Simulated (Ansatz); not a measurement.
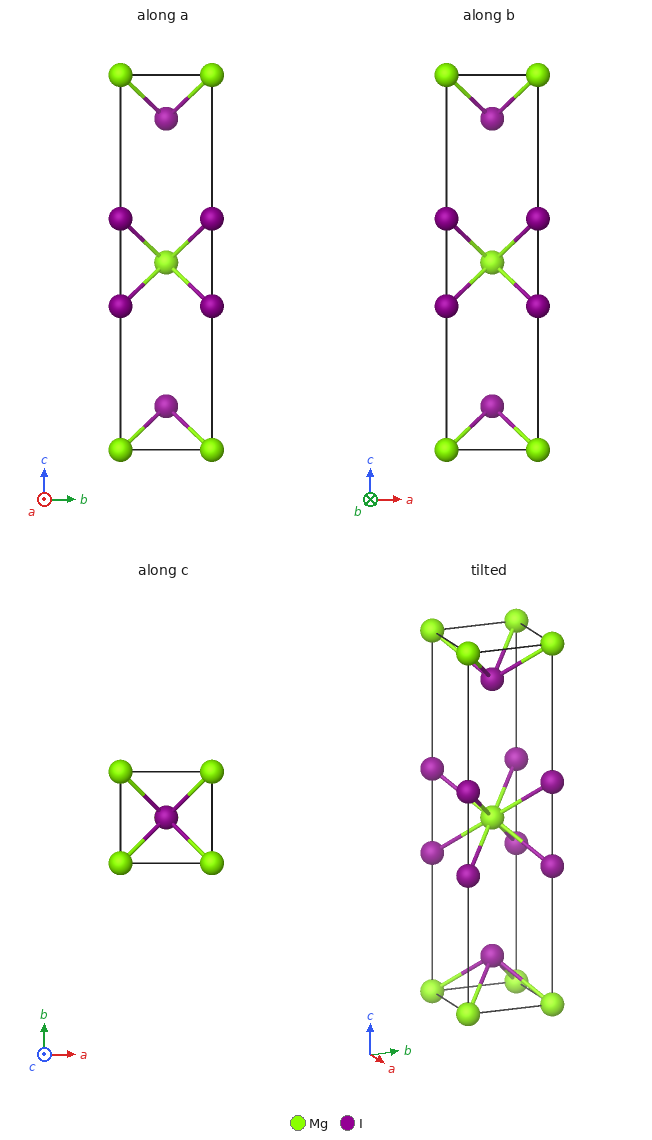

The image is a ball-and-stick drawing of a crystal, viewed along the a axis, along the b axis, along the c axis and slightly off an axis. One conventional unit cell is outlined, and atoms on its boundary appear in each equivalent place.

Lattice parameters: a = 3.7880 Å, b = 3.7880 Å, c = 15.5297 Å, α = 90.000°, β = 90.000°, γ = 90.000°.

Turn the picture into a CIF with its space group and independent sites, with free fractional coordinates to two decimals.

```cif
data_structure
_symmetry_space_group_name_H-M 'I 4/m m m'
_symmetry_Int_Tables_number 139
_cell_length_a 3.7880
_cell_length_b 3.7880
_cell_length_c 15.5297
_cell_angle_alpha 90.000
_cell_angle_beta 90.000
_cell_angle_gamma 90.000
_cell_volume 222.84
loop_
_atom_site_label
_atom_site_type_symbol
_atom_site_symmetry_multiplicity
_atom_site_Wyckoff_symbol
_atom_site_fract_x
_atom_site_fract_y
_atom_site_fract_z
_atom_site_occupancy
Mg1 Mg 2 a 0.00 0.00 0.00 1
I1 I 4 e 0.50 0.50 0.12 1
```

It goes back to a textbook structure type filled with these elements (whether it is the usual form wasn't checked). The picture shows the end point of a geometry optimisation with DFT PBE, scalar-relativistic, plane waves, PAW (Ansatz).
